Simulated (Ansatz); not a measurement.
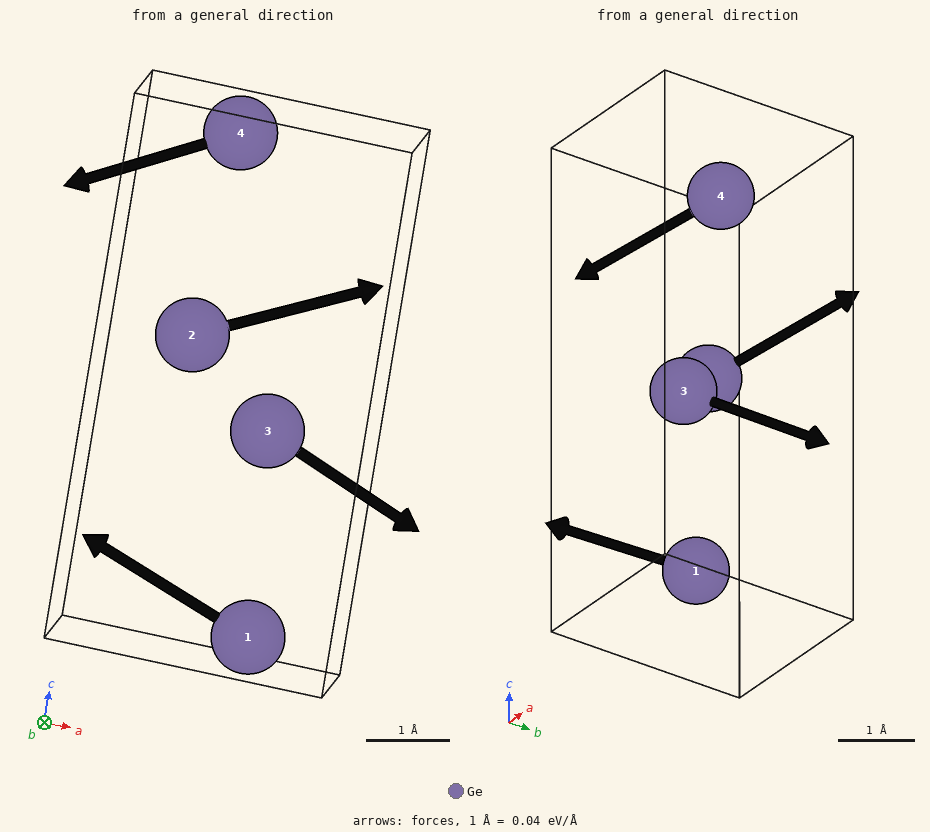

Spheres-only representation of a periodic structure, projected from two general directions. Lines trace the edges of the simulation cell. The arrows are the computed forces on the atoms.

System: Ge. Level of theory: DFT PBE, scalar-relativistic, plane waves, PAW (Ansatz). Settings were plane-wave cutoff 420 eV, k-grid 12×12×8, Gaussian smearing of 0.15 eV, no spin polarisation.

Would an optimiser stop at this geometry?

Answer. No. The atoms still feel forces of up to about 0.079 eV/Å, above a usual threshold of 0.01 to 0.03 eV/Å.

The structure comes from a structure listed in the Materials Project. The cell was then strained or its atoms displaced on purpose. It went into a calculation with Ansatz.
